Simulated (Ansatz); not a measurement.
System: Ni.

```
Ni
1.0
     2.60425    0.00000    0.00000
     0.00000    2.60425    0.00000
     0.00000    0.00000    3.12510
Ni
2
Cartesian
  0.0000 0.0000 0.0000
  1.3021 1.3021 1.5626
```

Space group I4/mmm; a structure from a database of computed crystals, not necessarily the ambient phase; spin-polarised.

All numbers below come from DFT r2SCAN, scalar-relativistic, plane waves, PAW (Ansatz).

Question: What can the converged valence pseudo-density, electron localisation function and spin density tell about the bonding?

Answer: Ni–Ni (2.42 Å): ρ is about 0.35 e/Å³ halfway; the ELF is about 0.25 at the midpoint; no localised pair shows between them.
Ni–Ni (2.60 Å): ρ at the midpoint is about 0.29 e/Å³; the ELF is about 0.25 at the midpoint; no localised pair shows between them.
The spin density sits on Ni: +0.8 μB (×2) in one cell of 2 atoms: parallel main moments, as they must be, since the calculation's own cell holds one magnetic site. The cell of the calculation (1 atoms) carries 0.7 μB of net spin moment.

Question: Does the calculation give a band gap?

Answer: It is metallic or semimetallic at this level of theory: no gap opens.

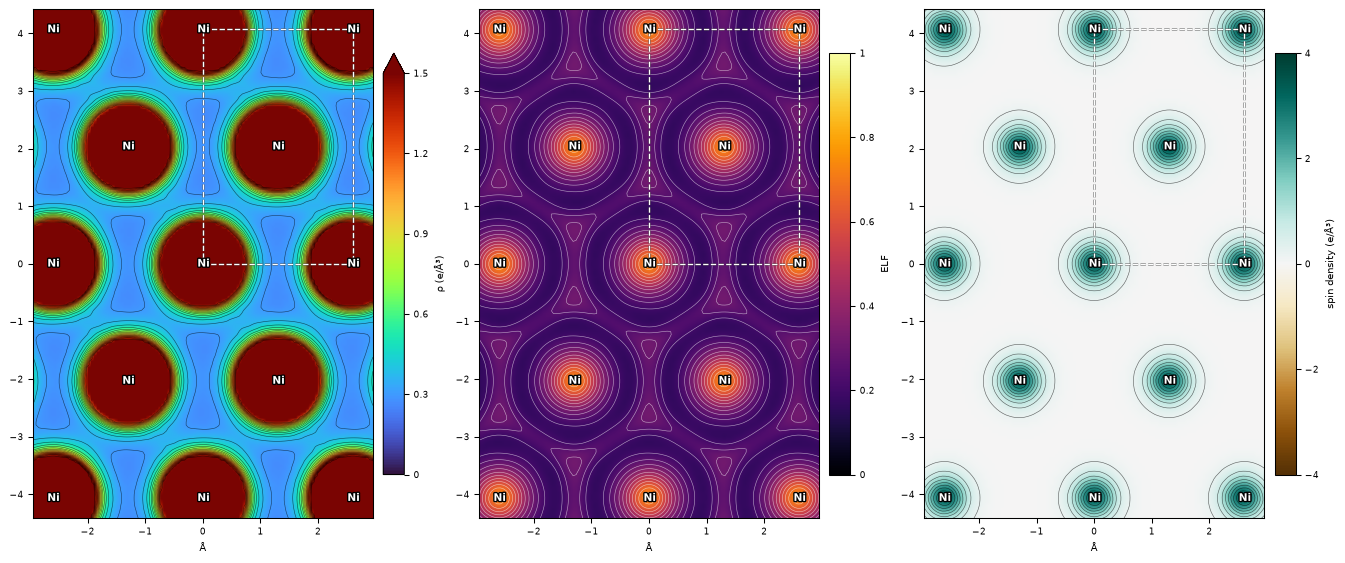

Computed valence pseudo-density, electron localisation function and spin density on the (101̄) plane of the conventional cell, in this order. 

In a PAW calculation such maps are meaningful between the atoms, not at the nuclei.
